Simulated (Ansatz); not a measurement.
System: a (111) slab cut from TaN (Fm-3m), of composition Ta$_{6}$N$_{5}$ (not the bulk's), ended by Ta planes, 11 atoms in the cell. Starting structure of the relaxation:

```
Ta N
1.0
     3.12348    0.00000    0.00000
    -1.56174    2.70501    0.00000
     0.00000    0.00000   27.75156
Ta N
6 5
Direct
  0.33333 0.66667 0.27026
  0.00000 0.00000 0.36215
  0.66667 0.33333 0.45405
  0.33333 0.66667 0.54595
  0.00000 0.00000 0.63785
  0.66667 0.33333 0.72974
  0.66667 0.33333 0.31620
  0.33333 0.66667 0.40810
  0.00000 0.00000 0.50000
  0.66667 0.33333 0.59190
  0.33333 0.66667 0.68380
```

Method: DFT PBE, scalar-relativistic, plane waves, PAW, no spin polarisation, 12×12×1 k mesh (Ansatz).

What does the potential across the slab give for the work function?

The work function is 4.96 eV, the same on both faces. The two vacuum levels agree, so the slab has no net dipole along its normal. The outermost atoms are 12.6 Å apart, which leaves 15.1 Å of vacuum in a cell 27.8 Å high.

The electron count is odd and the run has no spin polarisation, so a magnetic state may lie lower. Spin-orbit coupling is left out, which matters for Ta.

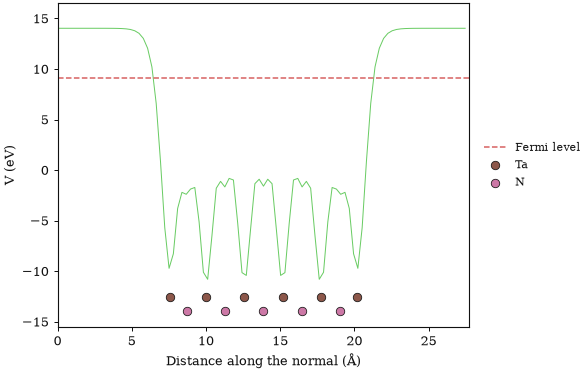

Plane-averaged electrostatic potential energy of an electron across the slab; circles at the bottom mark the heights of the atoms (positions after relaxation).
